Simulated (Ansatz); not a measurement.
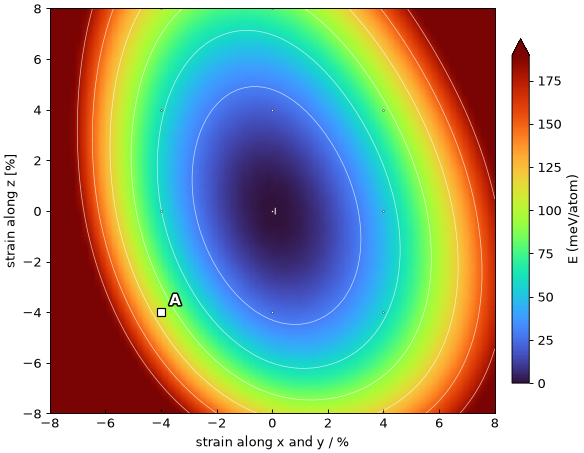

Al₃GaN₄ (Pm, No. 6; 8 atoms in the cell). 
- The cell is strained homogeneously, by one strain along x and y and another along z, with fractional coordinates fixed (x along [1 0 0], z along [0 0 1] of the conventional cell).
- The first coordinate is: strain along x and y; the second: strain along z.
- Grid: 5 × 5 points.
- Points are written as (first, second).
- Energies: meV/atom, counted from the lowest grid point.
- The calculation used DFT PBEsol, scalar-relativistic, plane waves, PAW (Ansatz 0.2.0). Settings: cutoff 420 eV, k-mesh 6×8×4 in the order of the run's cell vectors, gaussian smearing 0.05 eV, no spin polarisation.

The picture shows a smooth colour map with a few white contour lines, dots at the grid points, one colour for all values above the top of the scale, the point A. Between grid points the surface is interpolated.

> Is A at rest? If not, where is it pushed?

A, at (−4 %, −4 %), is not a stationary point. The computed force is 38 meV/atom for each 1 % towards larger values of strain along x and y and 19 meV/atom for each 1 % towards larger values of strain along z.
